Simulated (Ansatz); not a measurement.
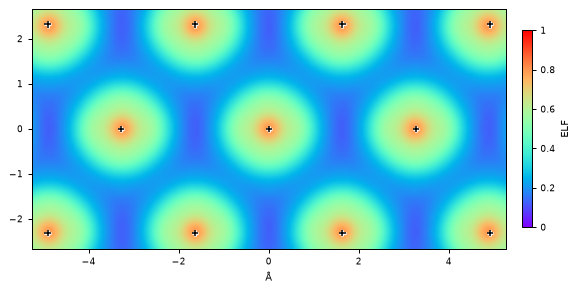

The ELF on a plane through atoms (crosses mark nuclei in the plane).

These are results of DFT r2SCAN, scalar-relativistic, plane waves, PAW in Ansatz, not measurements.

Candidates:
A. Au, a = 3.28 Å, b = 3.28 Å, c = 3.28 Å, α = 90.00°, β = 90.00°, γ = 90.00°. Space group Im-3m; a structure from a database of computed crystals, not necessarily the ambient phase; computed without spin polarisation.
B. Al$_{2}$O$_{3}$, a = 4.63 Å, b = 9.61 Å, c = 3.00 Å, α = 90.00°, β = 90.00°, γ = 90.00°. Space group Pnnm; a structure from a database of computed crystals, not necessarily the ambient phase.
C. ZrB$_{2}$, a = 3.17 Å, b = 3.17 Å, c = 3.54 Å, α = 90.00°, β = 90.00°, γ = 120.00°. Space group P6/mmm.

Which candidate gave the map?

Answer. Candidate A: Au on the (110) plane of the conventional cell, which holds Au. Au–Au (2.84 Å): the ELF is about 0.20 at the midpoint; no shared electron pair shows on this line.
